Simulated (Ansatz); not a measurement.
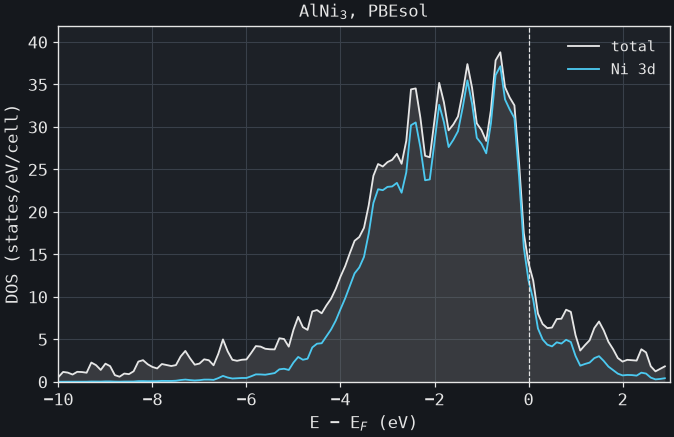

Density of states. Energies are counted from the Fermi level. The partial curves are projected on Löwdin-orthogonalised atomic shells.

System: AlNi$_{3}$, space group Cm (No. 8), 16 atoms in the cell.

```
Ni Al
1.0
    -3.50399    3.50324    3.56119
     3.50399   -3.50322    3.56117
     3.53264    3.53187   -3.56118
Ni Al
12 4
Cartesian
  3.4673 0.0279 3.5588
  3.4901 3.4932 3.5588
  0.0100 0.0290 3.5588
  3.4896 1.8138 -1.7830
  3.4896 1.8138 1.7782
  1.7769 3.5261 1.7783
  1.7769 3.5262 -1.7830
  1.8344 -0.0632 1.7378
  -1.6696 3.4400 1.8186
  1.7421 1.7606 3.5588
  1.8098 1.8133 -0.0024
  1.7434 -1.6958 3.5588
  3.5974 0.1604 -0.0024
  0.0996 1.6711 1.6633
  3.6036 -1.8321 1.8931
  1.6395 5.2091 -0.0024
```

Computed with Ansatz: DFT PBEsol, scalar-relativistic, plane waves, PAW, no spin polarisation, 6×6×6 k mesh, 420 eV cutoff, Gaussian smearing of 0.1 eV.

What is the density of states at the Fermi level?

It is a metal. The density of states at the Fermi level isn't well fixed here: it changes fast, and within 0.3 eV it runs from 6.8 to 33 per eV and cell.

Where is the centre of the Ni 3d band?

Over the range shown, the centre of the Ni 3d weight lies 1.8 eV below the Fermi level, and about 90 % of the shell is filled.

The run has no spin polarisation, so a magnetic state may lie lower.
